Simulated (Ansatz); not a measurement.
System: W.

```xyz
24
Lattice="4.0600 0.0000 -4.0600 0.0000 -4.0600 4.0600 -8.1200 -8.1200 -8.1200" Properties=species:S:1:pos:R:3 pbc="T T T"
W    -4.1755   -8.2355   -4.1755
W    -0.1154   -4.1754   -4.1755
W    -0.1155   -0.1155   -0.1155
W    -6.0900  -10.1500   -4.0600
W    -2.0300   -6.0900   -4.0600
W     2.0300   -2.0300   -4.0600
W    -6.0900   -8.1200   -6.0900
W    -2.0300   -4.0600   -6.0900
W     2.0300   -4.0600   -2.0300
W    -4.0600   -6.0900   -6.0900
W     0.0000   -6.0900   -2.0300
W     0.0000   -2.0300    2.0300
W    -4.0600  -10.1500   -6.0900
W    -4.0600   -6.0900   -2.0300
W     0.0000   -2.0300   -2.0300
W    -2.0300   -8.1200   -6.0900
W    -2.0300   -4.0600   -2.0300
W     2.0300    0.0000   -2.0300
W    -2.0300   -6.0900   -8.1200
W    -2.0300   -6.0900    0.0000
W     2.0300   -2.0300    0.0000
W    -4.0600   -8.1200   -8.1200
W    -4.0600   -4.0600   -4.0600
W     0.0000   -4.0600    0.0000
```

Space group R3m; changed on purpose from its base cell (atom 1 (W) moved -0.200 A along Cartesian [1 1 1]); not relaxed (largest force 1.6 eV/Å); computed pressure about −8 GPa in this cell.

Theory: DFT r2SCAN, scalar-relativistic, plane waves, PAW (Ansatz 0.2.0).

Q: What will maps of the valence pseudo-density and electron localisation function show?

A: W–W (2.87 Å): ρ is about 0.34 e/Å³ halfway; the ELF is about 0.35 at the midpoint.

Q: Does the calculation give a band gap?

A: It is metallic or semimetallic at this level of theory: no gap opens.

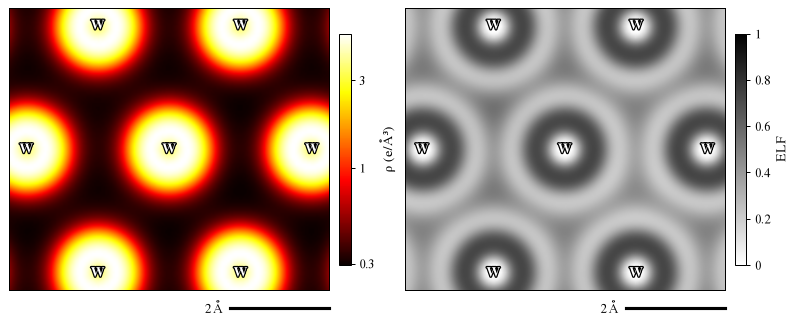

Computed valence pseudo-density and electron localisation function on the (001) plane of the conventional cell, in this order. 

The density is the valence pseudo-density of a PAW calculation; it isn't the true density close to the nuclei.
